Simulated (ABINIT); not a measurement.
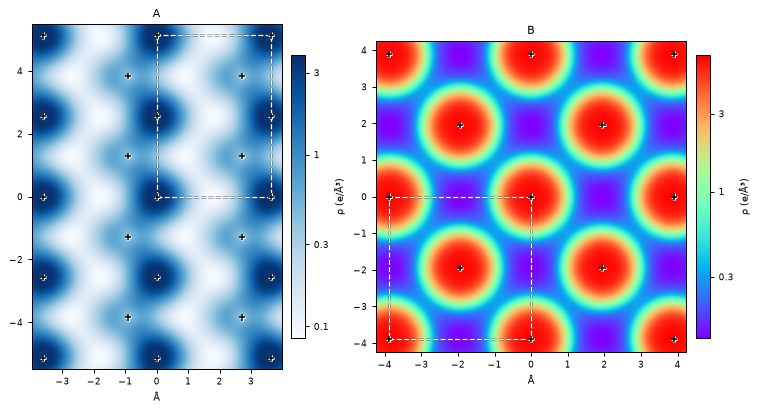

The valence charge density (pseudo) of 2 systems, each on a plane through atoms (crosses mark nuclei in the plane).

Theory: Kohn-Sham DFT of a periodic cell, PBEsol, JTH PAW PBE v2.0 in ABINIT.

System 1: BN, the (011) plane of the conventional cell. Space group F-43m; a structure from a database of computed crystals, not necessarily the ambient phase; computed pressure about −6 GPa in this cell.

```
N B
1.0
     3.62600    0.00000    0.00000
     0.00000    0.00000   -3.62600
     0.00000    3.62600    0.00000
N B
4 4
Direct
  0.25000 0.75000 0.25000
  0.75000 0.75000 0.75000
  0.75000 0.25000 0.25000
  0.25000 0.25000 0.75000
  0.50000 0.50000 0.00000
  0.00000 0.50000 0.50000
  0.00000 0.00000 0.00000
  0.50000 0.00000 0.50000
```

System 2: Pd, the (001) plane of the conventional cell. Space group Fm-3m; computed pressure about −3 GPa in this cell.

Q: Which map belongs to which system?

A: Panel A is system 1, BN: the plane holds N and B. B–N (1.57 Å): ρ is about 1.4 e/Å³ halfway. Panel B is system 2, Pd: the plane holds Pd. Pd–Pd (2.75 Å): ρ at the midpoint is about 0.3 e/Å³.
